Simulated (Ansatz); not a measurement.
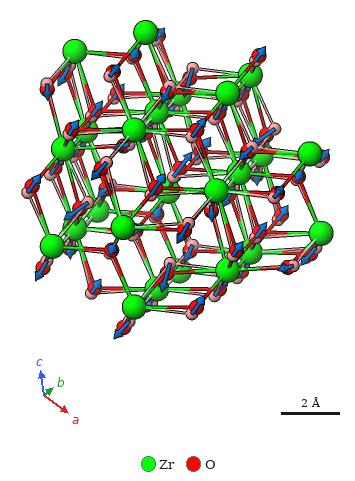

This is a relaxation of a defect cell of composition Zr₇O₁₆. The starting structure is drawn faded, the final one solid; blue arrows show the displacements, magnified 3 times.

Style: ball-and-stick. Shown: the atoms within 5.8 Å of the atom that moves most (axes of the cell of the calculation), slightly off an axis.

Case: Zr vacancy, atoms relaxed.

Computed with DFT PBEsol, scalar-relativistic, plane waves, PAW in Ansatz 0.2.0. (plane-wave cutoff 420 eV; k-point mesh 4 × 4 × 4; occupations gaussian; smearing width 0.05 eV; no spin polarisation; atoms relaxed in a fixed cell; force threshold 0.02 eV/Å; at most 50 steps)

**Which element moves most?**

Oxygen: up to 0.37 Å, against 0.00 Å for zirconium.

**What happened in the run?**

The largest moves, 0.37 Å, are those of O atoms. Zr stays in place. The cell doesn't change. Among the contacts that change: O–Zr 2.367 → 2.165 Å, O–Zr 2.074 → 2.236 Å, O–Zr 2.367 → 2.208 Å, O–Zr 2.074 → 2.180 Å. Among the angles between lasting bonds that change: Zr–O–Zr 98.5° → 112.6°, Zr–O–Zr 119.6° → 106.7°, Zr–O–Zr 98.5° → 110.1°. Over 7 geometry steps the energy falls by 0.907 eV per cell of the calculation. Largest force component: 0.98 eV/Å at the start, 0.0058 eV/Å at the end. The run took 3 min on 4 threads of Arm Neoverse N1, with other jobs on the host, peak memory 1 GiB.

Limits of the set-up: the periodic images lie only 7.2 Å apart, so the values are limited by the cell's size.
